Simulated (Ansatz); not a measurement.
Given this structure, the input geometry of an electronic-structure calculation (not necessarily at equilibrium); the starting structure was generated, so it need not be a known form of this composition, written in its standard cell:

Space group P6_3/mmc (No. 194). a = 2.501 Å, b = 2.501 Å, c = 8.195 Å, α = 90.00°, β = 90.00°, γ = 120.00°
```tsv
atom	site	symmetry	x	y	z
Ni	2a	-3m.	0.0000	0.0000	0.0000
Ni	2c	-6m2	0.3333	0.6667	0.2500
```

> Predict the [101] zone-axis pattern (120 kV, kinematic, B = 0.3 Å²).

The spots form a centred rectangular net whose two shortest vectors correspond to d = 2.17 Å and 2.09 Å, 61.1° apart. They are 0 1 0 and 1 0 -1. The pattern has symmetry 2mm. A glide plane extinguishes reflections such as 1 -2 -1, 1 1 -1; reflections such as 3 0 -3 are allowed by the space group but vanish because the atoms sit on special positions; reflections such as 2 -1 -2 are allowed but too weak to see at this display level.

Strongest reflections with d > 0.80 Å, one of each family (|F|² from tabulated Gaussian fits of the electron scattering factors, times a small damping for the curvature of the Ewald sphere):

| hkl | d (Å) | I (strongest = 100) |
| --- | --- | --- |
| 1 0 -1 | 2.094 | 100 |
| 2 0 -2 | 1.047 | 67 |
| 0 1 0 | 2.166 | 35 |
| 2 1 -2 | 0.803 | 30 |
| 1 2 -1 | 0.815 | 10 |
| 0 2 0 | 1.083 | 8 |

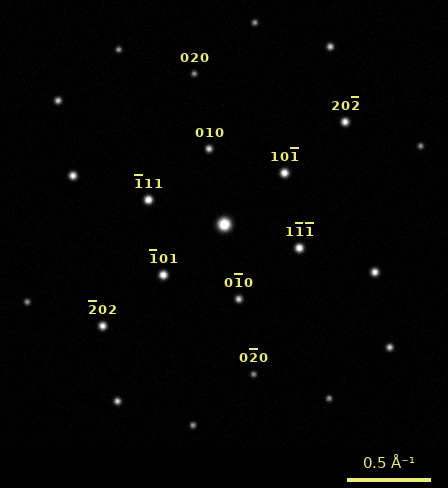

Calculated pattern, seen from the source side with [101] pointing towards the source.
